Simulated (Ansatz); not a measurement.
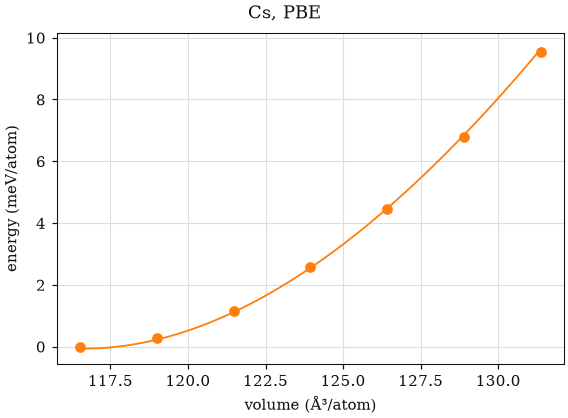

Plotted: energy against volume for Cs, space group I4/mmm (No. 139).

Starting cell:
```
Cs
1.0
    -2.75008    2.75008    4.09724
     2.75008   -2.75008    4.09724
     2.75008    2.75008   -4.09724
Cs
1
Direct
  0.00000 0.00000 0.00000
```

Computed with Ansatz 0.2.0: plane-wave DFT, no spin polarisation; energies at scaled volumes of the given cell, shape and fractions fixed, counted from the fit's minimum, third-order Birch-Murnaghan fit. Level: PBE.

```json
{"setting": "k mesh", "value": "7×7×7"}
{"setting": "occupations", "value": "Fermi–Dirac"}
{"setting": "smearing width", "value": "0.05 eV"}
{"setting": "potentials", "value": "Ansatz PAW"}
{"setting": "wave cutoff", "value": "420 eV"}
{"setting": "density cutoff", "value": "1680 eV"}
```

How stiff is the solid, and where is its volume at rest?

Answer. A third-order Birch–Murnaghan fit gives V0 = 116.62 Å³/atom, B0 = 2 GPa and B′ = 3.5.

Keep in mind: the fit and the printed pressures don't fully agree, or the minimum lies near the end of the range; shape and atomic fractions are frozen while scaling, which makes layered, chain and framework solids too stiff.
